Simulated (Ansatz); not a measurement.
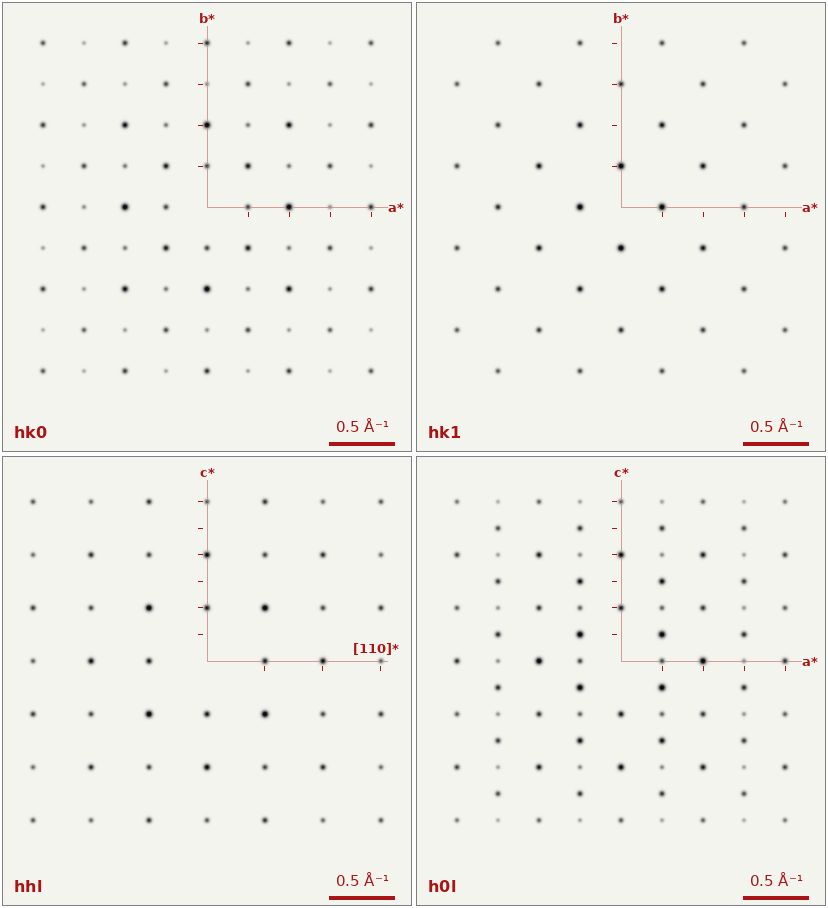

Simulated precession-type sections (X-rays; kinematic intensities, B = 0.5 Å²). The ticks mark integer indices of the conventional cell.

> What cell do the layers give?

a* = 0.318, b* = 0.318, c* = 0.206 Å⁻¹; the cell is tetragonal with a = 3.15 Å, c = 4.86 Å.

> List the systematic absences.

Reflections are present only under these conditions. hkl: no condition; hk0: no condition; h0l: no condition; hhl: l = 2n; h00: no condition; 00l: l = 2n. The lattice is primitive (P). Further gaps, such as 0 2 1, 2 0 1, 2 0 3, come from atoms on special positions, not from the group's general conditions.

> Which space groups fit?

The intensities have Laue symmetry 4/mmm (the hk0 layer shows 4mm, hk1 shows 4mm). With these conditions the candidates are P4_2mc (No. 105), P-42c (No. 112), P4_2/mmc (No. 131). Diffraction geometry alone does not choose among them; the structure has P4_2/mmc. The compound is TiO. Structure: coordinates from a relaxation with DFT PBEsol, scalar-relativistic, plane waves, PAW in Ansatz 0.2.0; the starting structure was generated, so it need not be a known form of this composition.
